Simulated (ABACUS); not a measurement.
# Run report: Si, single-point calculation at one volume of an equation of state (part 2 of 2)

The same run, continued: Si (Fd-3m, 2 atoms in the cell); Kohn-Sham DFT of a periodic cell, PBE, PseudoDojo NC SR 0.5 PBE stringent, no spin polarisation (ABACUS 3.10.1); cutoff 489.81 eV, 6×6×6 k-mesh, fermi-dirac of 0.05 eV. The structure derives from a Materials Project entry. It belongs to a series of runs on one base structure; here: volume scaled by 1.02.

Geometry of the input (Å; fractional positions):
```
0.0000  2.7399  2.7399
2.7399  0.0000  2.7399
2.7399  2.7399  0.0000
Si 0.5000  0.5000  0.5000
Si 0.7500  0.7500  0.7500
```

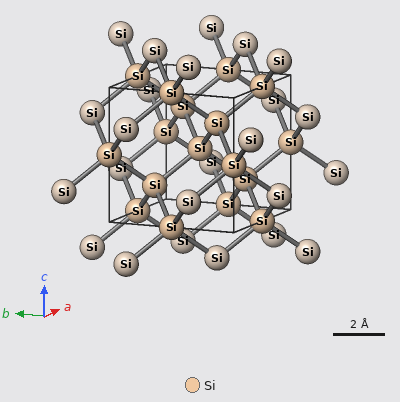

The input geometry (ball-and-stick view of the cell 4 times as large as that of the calculation, set on its symmetry axes, seen at an oblique angle; neighbours outside the cell are drawn fainter).

### What the program printed, continued
```
 SETUP PLANE WAVES FOR WAVE FUNCTIONS
     energy cutoff for wavefunc (unit:Ry) = 36
              fft grid for wave functions = [ 27, 27, 27 ]
                    number of plane waves = 1291
                         number of sticks = 163

 PARALLEL PW FOR WAVE FUNCTIONS
     PROC   COLUMNS(POT)             PW
        1            163           1291
 --------------- sum -------------------
        1            163           1291

 SETUP NONLOCAL PSEUDOPOTENTIALS IN PLANE WAVE BASIS
 Si non-local projectors:
 projector 1 L=0
 projector 2 L=0
 projector 3 L=1
 projector 4 L=1
 projector 5 L=2
 projector 6 L=2
      TOTAL NUMBER OF NONLOCAL PROJECTORS = 36

 Init Non-Local PseudoPotential table :
 Init Non-Local-Pseudopotential done.

                                     npwx = 1008

 Make real space PAO into reciprocal space.
       max mesh points in Pseudopotential = 1001
     dq(describe PAO in reciprocal space) = 0.01
                                    max q = 724

 number of pseudo atomic orbitals for Si is 2
WARNING: norm of atomic wavefunction # 2 of atomic type Si is 0.999847, renormalized

 -------------------------------------------
 SELF-CONSISTENT
 -------------------------------------------
                                 init_chg = atomic

 PW ALGORITHM --------------- ION=   1  ELEC=   1--------------------------------
 Notice: Threshold on eigenvalues was too large.
 hsover_error=0.08 > DRHO=0.0560111
 Origin diag ethr = 0.01
 New diag ethr = 0.000700139

 Density error is 0.0554342117371
                          Error Threshold = 0.000700138725179
----------------------------------------------------------
     Energy           Rydberg                 eV
----------------------------------------------------------
 E_KohnSham     -16.9224425771       -230.2416431259
 E_Harris       -16.7112495976       -227.3682152270
 E_Fermi        0.4348963832         5.9170688515
----------------------------------------------------------

 PW ALGORITHM --------------- ION=   1  ELEC=   2--------------------------------

 Density error is 0.00476751407043
                          Error Threshold = 0.000692927646714
----------------------------------------------------------
     Energy           Rydberg                 eV
----------------------------------------------------------
 E_KohnSham     -16.9231254951       -230.2509347020
 E_Harris       -16.8583028559       -229.3689774497
 E_Fermi        0.4539523265         6.1763382608
----------------------------------------------------------

 PW ALGORITHM --------------- ION=   1  ELEC=   3--------------------------------

 Density error is 3.41848912241e-05
                          Error Threshold = 5.95939258804e-05
----------------------------------------------------------
     Energy           Rydberg                 eV
----------------------------------------------------------
 E_KohnSham     -16.9234383780       -230.2551916925
 E_Harris       -16.9225319932       -230.2428596947
 E_Fermi        0.4626623697         6.2948444787
----------------------------------------------------------

 PW ALGORITHM --------------- ION=   1  ELEC=   4--------------------------------

 Density error is 6.11421647971e-07
                          Error Threshold = 4.27311140302e-07
----------------------------------------------------------
     Energy           Rydberg                 eV
----------------------------------------------------------
 E_KohnSham     -16.9234546778       -230.2554134623
 E_Harris       -16.9233277464       -230.2536864732
 E_Fermi        0.4631510043         6.3014926927
----------------------------------------------------------

 PW ALGORITHM --------------- ION=   1  ELEC=   5--------------------------------

 Density error is 5.34038277652e-08
                          Error Threshold = 7.64277059964e-09
----------------------------------------------------------
     Energy           Rydberg                 eV
----------------------------------------------------------
 E_KohnSham     -16.9234548788       -230.2554161979
 E_Harris       -16.9232042543       -230.2520062757
 E_Fermi        0.4631986403         6.3021408136
----------------------------------------------------------

 PW ALGORITHM --------------- ION=   1  ELEC=   6--------------------------------

 Density error is 1.26066244127e-09
                          Error Threshold = 6.67547847065e-10
----------------------------------------------------------
     Energy           Rydberg                 eV
----------------------------------------------------------
 E_KohnSham     -16.9234548894       -230.2554163423
 E_KS(sigma->0) -16.9234539993       -230.2554042312
 E_Harris       -16.9234651862       -230.2555564364
 E_band         0.5701713541         7.7575792526
 E_one_elec     4.7554234626         64.7008554948
 E_Hartree      1.1233759077         15.2843133405
 E_xc           -6.1558377956        -83.7544699834
 E_Ewald        -16.6464146839       -226.4860909721
 E_entropy(-TS) -0.0000017803        -0.0000242222
 E_descf        0.0000000000         0.0000000000
 E_exx          0.0000000000         0.0000000000
 E_Fermi        0.4632441318         6.3027597577
----------------------------------------------------------

 charge density convergence is achieved
 final etot is -230.25541634 eV
 EFERMI = 6.3027597577 eV

 STATE ENERGY(eV) AND OCCUPATIONS    NSPIN == 1
 1/4 kpoint (Cartesian) = 0.0000 0.0000 0.0000 (965 pws)
       1       -5.82375     0.00925926
       2        5.95808     0.00924988
       3        5.95808     0.00924988
       4        5.95808     0.00924988
       5        8.49985    7.63699e-22
       6        8.49985    7.63699e-22
       7        8.49985    7.63699e-22
       8        8.99400    3.89739e-26

 2/4 kpoint (Cartesian) = 0.030415 0.030415 0.030415 (989 pws)
       1       -5.47111      0.0740741
       2        3.59202      0.0740741
       3        5.51753      0.0740741
       4        5.51753      0.0740741
       5        8.20876    2.06229e-18
       6        9.13363    1.90990e-26
       7        9.13363    1.90990e-26
       8        11.1674    4.12782e-44

 3/4 kpoint (Cartesian) = 0.060830 0.060830 0.060830 (1008 pws)
       1       -4.48183      0.0740741
       2       0.697216      0.0740741
       3        4.97618      0.0740741
       4        4.97618      0.0740741
       5        7.61575    2.91879e-13
       6        9.45165    3.30201e-29
       7        9.45165    3.30201e-29
       8        13.7047    3.77536e-66

 4/4 kpoint (Cartesian) = 0.091245 0.091245 0.091245 (1008 pws)
       1       -3.56073      0.0370370
       2      -0.892016      0.0370370
       3        4.78032      0.0370370
       4        4.78032      0.0370370
       5        7.39014    1.32978e-11
       6        9.30275    3.24392e-28
       7        9.30275    3.24392e-28
       8        13.6504    5.60062e-66

------------------------------------------------------------------------------------------
 TOTAL-FORCE (eV/Angstrom)
------------------------------------------------------------------------------------------
                       Si1         0.0000000000         0.0000000000         0.0000000000
                       Si2         0.0000000000         0.0000000000         0.0000000000
------------------------------------------------------------------------------------------

----------------------------------------------------------------
 TOTAL-STRESS (KBAR)
----------------------------------------------------------------
        -4.8038364457        -0.0000000000        -0.0000000000
         0.0000000000        -4.8038364457        -0.0000000000
         0.0000000000        -0.0000000000        -4.8038364457
----------------------------------------------------------------
 TOTAL-PRESSURE: -4.803836 KBAR

 --------------------------------------------
 !FINAL_ETOT_IS -230.2554163423266118 eV
 --------------------------------------------
```

### Standard output
```
ABACUS v3.10.1

               Atomic-orbital Based Ab-initio Computation at UStc

 UNIFORM GRID DIM        : 27 * 27 * 27
 UNIFORM GRID DIM(BIG)   : 27 * 27 * 27
 ---------------------------------------------------------
 Self-consistent calculations for electrons
 ---------------------------------------------------------
 SPIN    KPOINTS         PROCESSORS  THREADS
 1       16              4           4
 ---------------------------------------------------------
 Use plane wave basis
 ---------------------------------------------------------
 ELEMENT NATOM       XC
 Si      2
 ---------------------------------------------------------
 Initial plane wave basis and FFT box
 ---------------------------------------------------------
 -------------------------------------------
 SELF-CONSISTENT :
 -------------------------------------------
 START CHARGE      : atomic
 ITER       ETOT/eV          EDIFF/eV         DRHO     TIME/s
 DA1     -2.30241643e+02   0.00000000e+00   5.5434e-02   0.19
 DA2     -2.30250935e+02  -9.29157615e-03   4.7675e-03   0.07
 DA3     -2.30255192e+02  -4.25699045e-03   3.4185e-05   0.08
 DA4     -2.30255413e+02  -2.21769843e-04   6.1142e-07   0.11
 DA5     -2.30255416e+02  -2.73557634e-06   5.3404e-08   0.09
 DA6     -2.30255416e+02  -1.44413808e-07   1.2607e-09   0.09
----------------------------------------------------------------
 TOTAL-STRESS (KBAR)
----------------------------------------------------------------
        -4.8038364457        -0.0000000000        -0.0000000000
         0.0000000000        -4.8038364457        -0.0000000000
         0.0000000000        -0.0000000000        -4.8038364457
----------------------------------------------------------------
 TOTAL-PRESSURE: -4.803836 KBAR
```

### Summary

| quantity | value |
| --- | --- |
| outcome | converged |
| space group (tolerance 0.01 Å) | Fd-3m (227) |
| electrons treated | 8 |
| free energy | −230.2554 eV |
| Fermi energy | 6.303 eV |
| gap on the k-point mesh | 0.76 eV |
| pressure | −0.48 GPa |
| largest force (length of the vector) | under 0.001 eV/Å |
| wall time | 1.8 s (CPU time 4.9 s) |
| peak memory | 0.36 GiB |
